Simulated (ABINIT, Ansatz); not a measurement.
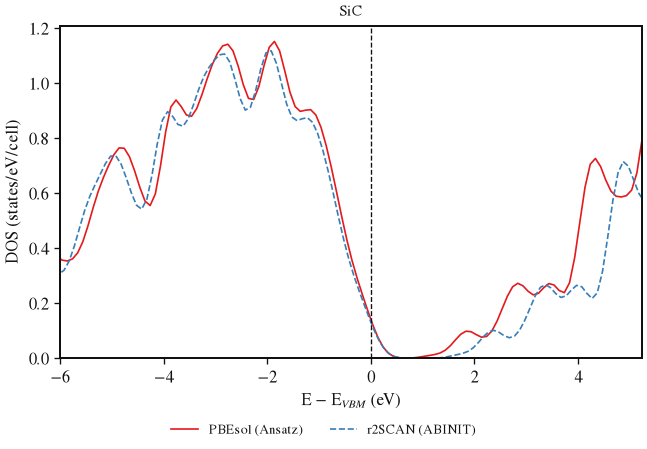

Total densities of states of zincblende SiC, space group F-43m, 2 atoms in the primitive cell (cubic a = 4.358 Å), by two methods on the same cell. The DOS curves are built from the levels of the k mesh with Gaussians 0.55 eV wide, which also blur the band edges; ripples of that width can come from the mesh. Each is counted from its own valence-band top.

Question: What changes from one method to the other?

Answer: PBEsol (Ansatz) gives a gap of 1.24 eV and r2SCAN (ABINIT) gives a gap of 1.72 eV.

Settings. PBEsol (Ansatz): Ansatz PAW, no spin polarisation, no spin-orbit coupling, 10×10×10 k mesh, 420 eV cutoff, Fermi-Dirac smearing of 0.05 eV (Ansatz). r2SCAN (ABINIT): SG15 NC PBE v1.2, no spin polarisation, no spin-orbit coupling, 10×10×10 k mesh, 1333 eV cutoff, Fermi-Dirac smearing of 0.05 eV (ABINIT 10.8.3 (patched build)).

Gaps are the smallest over all k points computed. The two runs differ in program as well. LDA, GGA and most meta-GGA functionals understate gaps. PBEsol (Ansatz): the PAW data sets were made with another functional. r2SCAN (ABINIT): the potentials were made for another functional.
